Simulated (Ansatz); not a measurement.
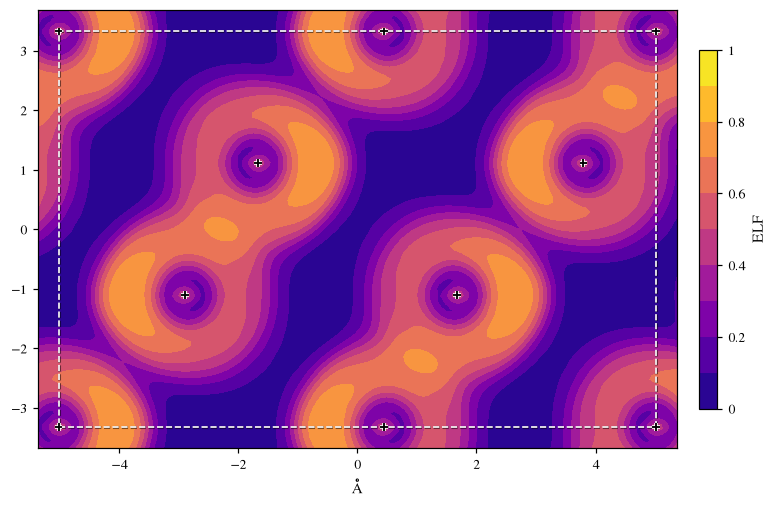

The electron localisation function on a plane through atoms (crosses mark nuclei in the plane).

All numbers below come from DFT, PBE, PAW with Ansatz's default frozen-core files, scalar-relativistic in Ansatz 0.2.0.

Candidates:
A. PbSe, a = 4.40 Å, b = 4.40 Å, c = 10.29 Å, α = 90.00°, β = 90.00°, γ = 120.00°. Space group R-3m; changed on purpose from its base cell (equal xy, yz and zx shear strains of -3 %, PAW files); computed pressure about 2 GPa in this cell.
B. As, a = 3.84 Å, b = 3.84 Å, c = 10.04 Å, α = 90.00°, β = 90.00°, γ = 120.00°. Space group R-3m; not relaxed (largest force 0.4 eV/Å); computed pressure about 3 GPa in this cell.
C. Si, a = 3.84 Å, b = 3.84 Å, c = 5.43 Å, α = 90.00°, β = 90.00°, γ = 90.00°. Space group Imma; changed on purpose from its base cell (atom 1 (Si) moved by [0.0, 0.0, 0.05] Å, PAW files); not relaxed (largest force 0.7 eV/Å); computed pressure about 2 GPa in this cell.

Which candidate gave the map?

Answer. Candidate B: As on the (110) plane of the conventional cell, which holds As. As–As (2.53 Å): the ELF peaks at about 0.75 between the atoms.
